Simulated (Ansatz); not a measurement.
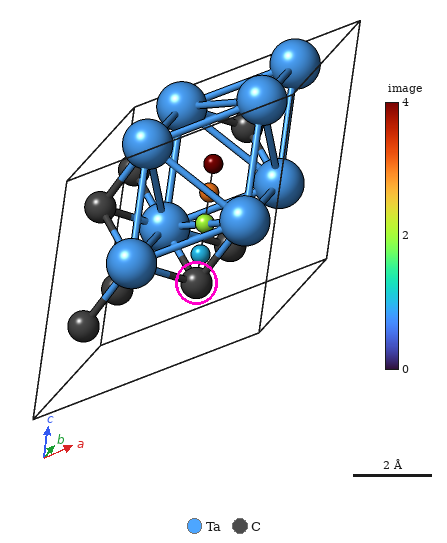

A search for the minimum-energy path of a defect cell of composition Ta8C7 with a C vacancy (15 atoms in the cell) by the nudged elastic band. Images are numbered from 0 (start) to 4 (end). The start is drawn whole; smaller spheres mark the moving atoms (C) in the later images, joined by lines and coloured by the number of the image. Style: ball-and-stick. Shown: the reduced simulation cell (origin moved), slightly off an axis. The moving atom is ringed, with any periodic copies. Lengths and directions refer to the drawn axes. Bonds to atoms that aren't drawn are left out.

Computed with DFT, PAW plane waves, PBE in Ansatz 0.2.0. Run with plane-wave cutoff 420 eV; k-point mesh 3 × 3 × 3; cold smearing 0.15 eV; 3 movable images; climbing image; force threshold 0.05 eV/Å; iteration limit 40.

What moves, how far, and at what cost in energy?

It is a vacancy jump: a nearby atom moves into the empty site and leaves its own site empty. A C atom travels furthest, 3.15 Å from end to end, along +c, on a straight line. At the highest image its nearest neighbour (Ta) is 1.86 Å away, against 2.23 Å at the start, and the surrounding atoms stand up to 0.27 Å off the mean of their end positions. The two ends have the same energy, and the highest point, image 2, lies 5.04 eV above the start. The band converged in 6 iterations, with a climbing image at the top.

Limits of the set-up: the periodic images lie only 6.3 Å apart, so the values are limited by the cell's size.

Cost: 71 s on 4 threads of Intel(R) Xeon(R) 6975P-C (Granite Rapids), on a shared host, peak memory 1.3 GiB.
